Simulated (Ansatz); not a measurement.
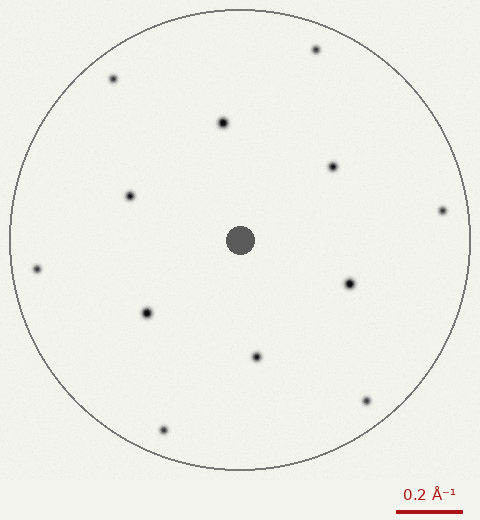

Simulated LEED pattern at 110 eV and normal incidence, from the upper face of a slab model. Spot positions follow from the surface net; brightness is a rough single-scattering estimate from the outer layers, good only for telling present from absent.

Question: What surface net do the spots show?

Answer: The spots form a hexagonal reciprocal net with shortest vectors 0.359 and 0.359 Å⁻¹ at 60.0°. The primitive real-space mesh has edges 3.22 and 3.22 Å at 60.0° (or its supplement) and area 9.0 Å².

The slab has composition HfO2 (3 atoms a cell, 1.9 Å thick). Structure: the geometry relaxed with Ansatz, DFT, PBEsol, plane waves, PAW; the starting structure was generated, so it need not be a known form of this composition.
